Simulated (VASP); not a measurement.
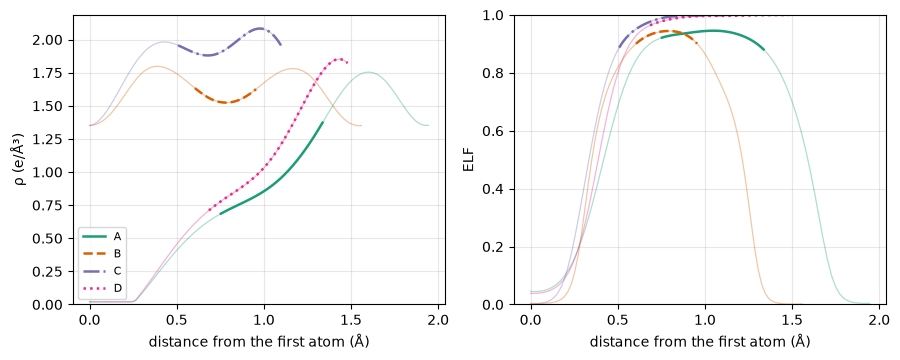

The picture shows: Si$_{12}$H$_{6}$C (slab). Valence charge density (pseudo) and electron localisation function along straight lines between neighbouring atoms. Thin, pale parts lie inside the atomic spheres.

Computed with Kohn-Sham DFT of a periodic cell, PBE, VASP PAW PBE potentials, recommended (VASP).

The density is the valence pseudo-density of a PAW calculation; it isn't the true density close to the nuclei.

Input file:

```
PREC     = Accurate       # precision mode
ENCUT    = 520            # plane-wave cutoff, eV
EDIFF    = 1E-6           # SCF threshold, eV
ISMEAR   = 0              # smearing method
SIGMA    = 0.05           # smearing width, eV
LREAL    = Auto         
LASPH    = T              # aspherical terms in the spheres
NELM     = 100            # most SCF steps
ALGO     = Fast           # electronic algorithm
ISIF     = 2              # what is computed and relaxed
LWAVE    = F              # write WAVECAR
LCHARG   = T              # write CHGCAR
LDIPOL   = T            
IDIPOL   = 3            
DIPOL    = 0.5 0.5 0.516
GGA      = PE             # functional
LELF     = T              # ELF
LVHAR    = T            
LVACPOTAV= T            
NBANDS   = 83             # bands
```

Run with:

```sh
cat potpaw_PBE.64/Si/POTCAR potpaw_PBE.64/H/POTCAR potpaw_PBE.64/C/POTCAR > POTCAR
mpirun -np 1 vasp_std > vasp.out
```

> Which curve belongs to which contact (C–C, C–H, Si–C and Si–H)? The first atom named is at distance zero.

Curve A: Si–C (1.94 Å): ρ is about 0.83 e/Å³ halfway; the ELF peaks at about 0.95 between the atoms, as expected for a covalent bond. Curve B: C–C (1.56 Å): ρ at the midpoint is about 1.5 e/Å³; the ELF peaks at about 0.95 between the atoms (a shared electron pair). Curve C: C–H (1.10 Å): the density is about 1.9 e/Å³ at the midpoint; the ELF climbs to about 1 towards the hydrogen, as it does in any bond to H: a covalent bond by its length. Curve D: Si–H (1.48 Å): ρ is about 0.77 e/Å³ halfway; the ELF is about 1 at the midpoint (an ordinary covalent bond to hydrogen).
